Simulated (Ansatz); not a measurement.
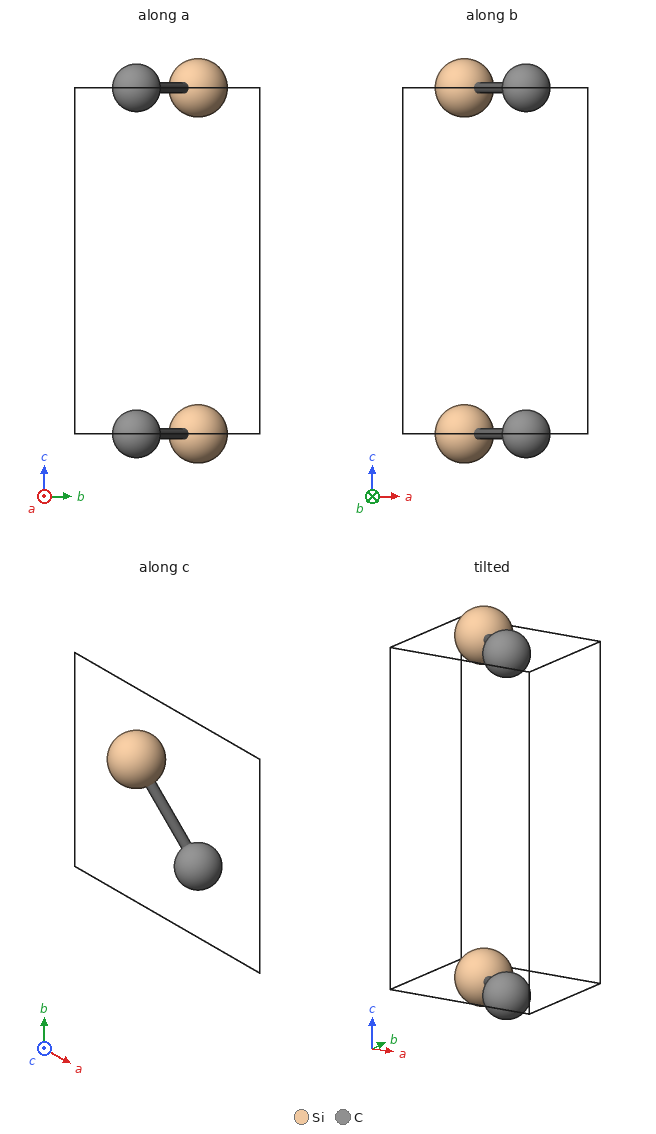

This ball-and-stick model is shown along the a axis, along the b axis, along the c axis and slightly off an axis. One conventional unit cell is framed, with atoms on its boundary repeated.

Lattice parameters: a = 3.0966 Å, b = 3.0966 Å, c = 5.0124 Å, α = 90.000°, β = 90.000°, γ = 120.000°.

Express the structure as a CIF in P1 with every atom of the cell.

```cif
data_structure
_symmetry_space_group_name_H-M 'P 1'
_symmetry_Int_Tables_number 1
_cell_length_a 3.0966
_cell_length_b 3.0966
_cell_length_c 5.0124
_cell_angle_alpha 90.000
_cell_angle_beta 90.000
_cell_angle_gamma 120.000
_cell_volume 41.62
loop_
_atom_site_label
_atom_site_type_symbol
_atom_site_fract_x
_atom_site_fract_y
_atom_site_fract_z
_atom_site_occupancy
Si1 Si 0.3333 0.6667 0.0000 1
C1 C 0.6667 0.3333 0.0000 1
```

The initial geometry was a structure type filled with these elements by a generator (whether the compound takes this form wasn't checked). The geometry is the end of a relaxation with DFT PBE, scalar-relativistic, plane waves, PAW in Ansatz 0.2.0.
